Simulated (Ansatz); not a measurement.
# Band-structure calculation, with input and output: Ge

- system: Ge (1 atom in the cell)
- method: DFT PBE, scalar-relativistic, plane waves, PAW, no spin polarisation (Ansatz 0.2.0)

The structure was made by a generator, so it may or may not be a known phase. Figures and captions count atoms from 1; the log counts them from 0 in places.

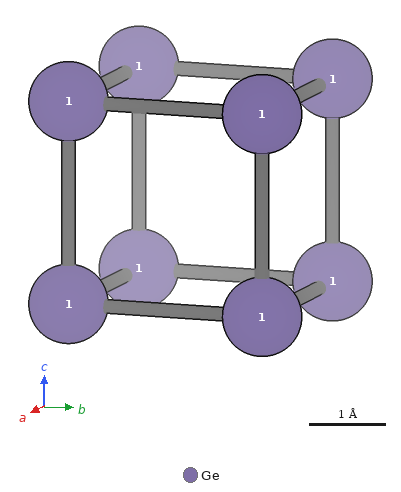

**Figure 1.** The input geometry (ball-and-stick view of the cell of the calculation, seen slightly off an axis; atoms are numbered from 1 in the order of the input).

The input
```yaml
crystal:
  lattice:
    - [2.7112568595, 0.0, 0.0]
    - [0.0, 2.7112568595, 0.0]
    - [0.0, 0.0, 2.7112568595]
  atoms:
    - { symbol: Ge, position: [0.0, 0.0, 0.0] }
basis:
  ecutwfc: 420
kpoints:
  mp_grid: { grid: [20, 20, 20] }
  band_path:
    path:
      - [[0.0, 0.0, 0.0], [0.0, 0.5, 0.0], [0.5, 0.5, 0.0], [0.0, 0.0, 0.0], [0.5, 0.5, 0.5], [0.0, 0.5, 0.0]]
      - [[0.5, 0.5, 0.5], [0.5, 0.5, 0.0]]
    npoints: 14
hamiltonian:
  xc: pbe
scf:
  occupations: { method: gaussian, width: 0.1 }
  n_extra_bands: 6
output:
  forces: true
  stress: true
  eigenvalues: true
  populations: true
  dos: { projected: true, de: 0.02, nscf_kmesh: { grid: [24, 24, 24] } }
  bader: true
  write_density: true
  write_potential: true
  elf: true
  volumetric_format: npy
```

Machine: 1 thread of AMD EPYC (Zen 3), 189 GiB of memory available, shared host.

Launched with:
```bash
ansatz run input.yaml --threads 1 --pin off --max-ram 2560MiB --backend cpu --events-out ev --progress --plain --runs-dir out
```

What the program printed
```
scf.n_extra_bands = 6 over 7 filled bands (N_el = 14.0): the run solves 13 bands
Engine: ansatz 0.2.0, x86_64-unknown-linux-gnu
Pseudopotentials: kind: paw
Pseudopotential: Ge, paw, valence charge 14, recommended cutoff 420 eV (normal), Ge.paw.azcp
Functional definition: PBE
  parameter kappa = 0.804
  parameter beta = 0.06672455060314922
  exchange = pbe_x(kappa = kappa, mu = beta*pi^2/3)
  correlation = pbe_c(beta = beta)
Crystal: 1 atoms, lattice volume = 19.930 Å³
Basis set: ecut = 420 eV, 389 PW (Γ), exchange–correlation on 40×40×40 points (8 copies of the dense FFT grid, shifted against one another)
Bands: 13, of which v1, the nominal top of the filled ones, is band 7 counted from 1 (6 counted from 0)
Symmetry: 48 space group operations
Space group: Pm-3m (ITA 221), of the structure as read, at distance tolerance 2.7e-5 Å
k-points: 286 of 8000
Non-local potential: Ge, projectors of the file, l = 0: 2, l = 1: 2, l = 2: 3, l = 3: 1
PAW form: soft (Blöchl's): semilocal exchange-correlation on the pseudo side does not see the compensation charge
PAW one-centre angular grid: Ge, 590 points (default); XC on 64 Gauss nodes
Initial density: superposition of atomic densities (neutral atoms: chi_scale 0, normalization atom), corrected by the library's trained network
Initial wavefunctions: pseudopotential atomic-orbital guess
Functional: x = pbe(κ = 0.804, μ = 0.2195149727645171), c = pbe(β = 0.06672455060314922)
SCF iter   1: F=—  HF=-4294.737509 eV  |F-HF|=—  |Δ(HF+E_count)|=         —  Δρ=1.14e-3  dr2=1.72e-4  ethr=1.77e-3  ⟨swp⟩=5.2  Hψ=20763  notcnv=0  defer=133
preconditioner: auto → none  [metal: Δε(μ)=0.036 eV  Ē_g=30.197 eV  σ=0.100 eV  W_gap=0.20  n_scr=6 (ndim 8)  ℏωp=31.1 eV  f_vac=0.000  D(μ)=0.50/eV (n_scr^D=0)  sad-step TF]
SCF iter   2: F=—  HF=-4294.737417 eV  |F-HF|=—  |Δ(HF+E_count)|=   9.23e-5  Δρ=8.38e-4  dr2=1.01e-4  ethr=1.23e-6  ⟨swp⟩=2.1  Hψ=7655  notcnv=0  defer=144
SCF iter   3: F=—  HF=-4294.737480 eV  |F-HF|=—  |Δ(HF+E_count)|=   6.30e-5  Δρ=2.74e-4  dr2=1.09e-5  ethr=7.22e-7  ⟨swp⟩=2.6  Hψ=5172  notcnv=0  defer=144
SCF iter   4: F=—  HF=-4294.737486 eV  |F-HF|=—  |Δ(HF+E_count)|=   6.12e-6  Δρ=8.13e-5  dr2=8.03e-7  ethr=7.81e-8  ⟨swp⟩=2.9  Hψ=5186  notcnv=0  defer=144
SCF iter   5: F=—  HF=-4294.737485 eV  |F-HF|=—  |Δ(HF+E_count)|=   6.80e-7  Δρ=2.22e-5  dr2=6.94e-8  ethr=5.74e-9  ⟨swp⟩=2.0  Hψ=5313  notcnv=0  defer=144
SCF iter   6: F=-4294.737485 eV  HF=-4294.737485 eV  |F-HF|=2.12e-8  |Δ(HF+E_count)|=   7.73e-8  Δρ=7.70e-6  dr2=7.94e-9  ethr=4.96e-10  ⟨swp⟩=9.8  Hψ=20322  notcnv=0
SCF 1 converged in 6 iterations: F = -4294.737485 eV  dr2 = 7.94e-9
  greatest PAW one-centre occupation: 0.998 electrons in one spin orbital (limit 2), on the Ge atom at site 0 (counted from 0), in its partial waves of l = 2
```

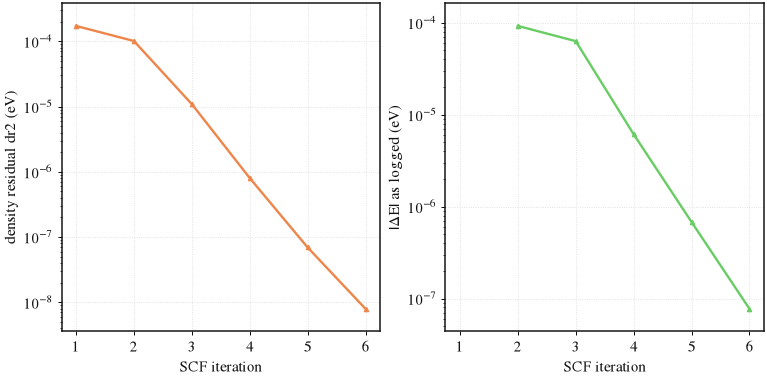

**Figure 2.** Convergence of the self-consistent field: density residual dr2 and size of the energy change against the SCF iteration. The residual falls at every step.

```
NSCF: frozen V_eff on 86 k-points
NSCF: frozen V_eff on 455 k-points
SCF converged after 6 iterations
Free energy (F): -4294.737485 eV
Harris-Foulkes:  -4294.737485 eV  (|F-HF|=2.12e-8)
Internal energy: -4294.734980 eV  (E = F + TS)
E sigma→0 (E₀):  -4294.736233 eV
Entropy (-TS):   -0.002505 eV (-2.505 meV/atom)
Fermi energy:    9.973561 eV
--- Per-component energies (eV) ---
  E_band       = -125.815311
  E_kinetic    = 110.408269
  E_local      = -2223.939041  (includes V_loc(G=0)·N_el)
  E_nonlocal   = 416.382170
  E_hartree    = 972.295710
  E_xc         = -75.425395
  E_vxc        = -64.361973  (∫ρ·V_xc dr)
  E_paw        = -2017.689637  (= ΣΔE_a)
  E_vpaw       = -308.902049  (= ΣTr[D̂ρ^β])
  E_aug_tail   = 0.000301  (compensation charges beyond the density's cutoff)
  E_ewald      = -1476.767357
  E_smearing   = -0.002505  (= −TS)
  E_closure    = 0.000000  (closes the sum)
  Σ components = -4294.737485   (vs F -4294.737485, Δ=0.00e0)
--- Forces (eV/Å), atoms counted from 1 ---
  atom   1  Ge    -0.00000000    -0.00000000     0.00000000
  max |Σ_I F_I| component: 4.52e-32 eV/Å
--- Stress (GPa, compression-positive) ---
       -0.022159       0.000000       0.000000
        0.000000      -0.022159      -0.000000
        0.000000       0.000000      -0.022159
  P = ⅓ Tr σ = -0.0222 GPa (-0.222 kbar)
--- Band table (eV; the first three rows and the last of 286) ---
  k-point 0: bands = ["-14.6673", "-14.6673", "-14.4252", "-14.4252", "-14.4252", "-2.7342", "16.5714", "16.5714", "16.5714", "19.9588", "19.9588", "22.4114", "38.5122"]
  k-point 1: bands = ["-14.6670", "-14.6627", "-14.4268", "-14.4268", "-14.4251", "-2.6854", "15.7633", "16.6184", "16.6184", "20.0021", "20.6030", "22.7009", "36.7437"]
  k-point 2: bands = ["-14.6661", "-14.6491", "-14.4313", "-14.4313", "-14.4247", "-2.5392", "14.2378", "16.7580", "16.7580", "20.1315", "21.3934", "23.8084", "34.9741"]
  k-point 285: bands = ["-14.5661", "-14.5661", "-14.5661", "-14.3463", "-14.3463", "9.4267", "10.3209", "10.3209", "10.3209", "16.8631", "16.8631", "16.8631", "19.5717"]
--- Löwdin populations: 1 site ---
  site symbol       q [e]
     0     Ge     13.9772
  spilling = 0.001630 (of n_electrons = 14.000000)
--- Bader charges: 1 site ---
  site symbol  charge [e]  shift [e]
     0     Ge      0.0000     0.0000
  estimated error of the sums over rays = 5.1e-7 e
```

File bader_charges.tsv
```
# site	symbol	x_ang	y_ang	z_ang	partial_charge_e	electrons	volume_ang3	relative_density_drop	shared_charge_e	partial_wave_shift_e
# quadrature_error_electrons = 5.1e-7
0	Ge	0.0000	0.0000	0.0000	0.00000	32.00000	19.93	-	0.00000	0.00000
```

File populations.tsv
```
# site	symbol	l	j	q
# orbitals = lowdin
# n_electrons = 14.000000
# spilling = 0.001630
0	Ge	0_4S	-	1.530150
0	Ge	1_4P	-	2.449577
0	Ge	2_3D	-	9.997460
```

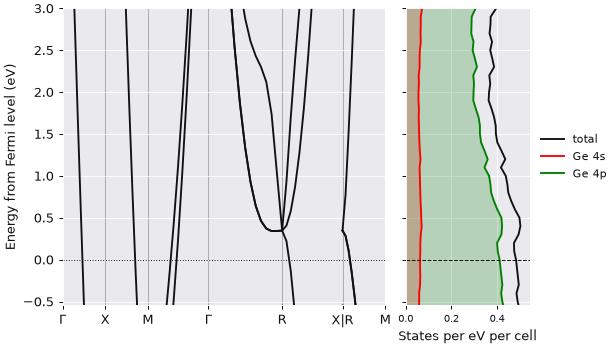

**Figure 3.** Band structure along Γ–X–M–Γ–R–X|R–M and density of states (projected on Löwdin-orthogonalised atomic shells), with energies from the Fermi level. Bands cross the Fermi level: a metal at this level of theory.

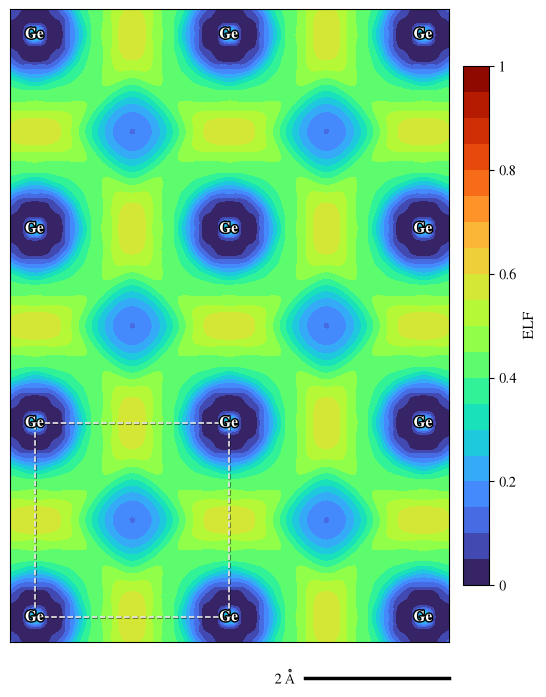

**Figure 4.** ELF on the (001) plane of the conventional cell. The plane passes through Ge nuclei. The fields are those of the smooth PAW valence density.

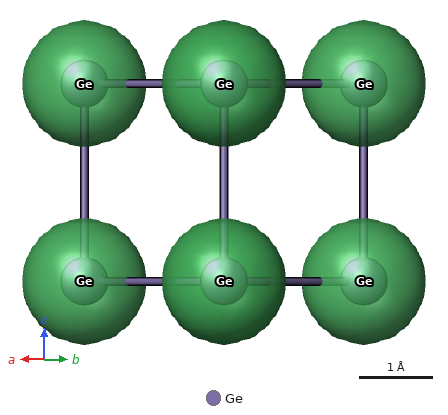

**Figure 5.** Isosurface of the valence pseudo-density at 0.6 e/Å³ (green), seen along [110]. Sticks mark near contacts. The outline is the cell set on symmetry axes. At this value the density breaks into separate islands; it holds about 75 % of the electrons treated as valence (semicore included). It is pinched off along the Ge–Ge (2.71 Å) contacts. On the grid the lowest density along these lines, outside the cores, is 0.29 e/Å³ (Ge–Ge, 2.71 Å).

Summary

| quantity | value |
| --- | --- |
| outcome | converged |
| space group (tolerance 0.01 Å) | Pm-3m (221) |
| electrons treated | 14 |
| free energy | −4294.7375 eV |
| Fermi energy | 9.974 eV |
| gap on the k-point mesh | none (metallic) |
| pressure | −0.02 GPa |
| largest force (length of the vector) | under 0.001 eV/Å |
| wall time | 28 s |
| peak memory | 0.37 GiB |
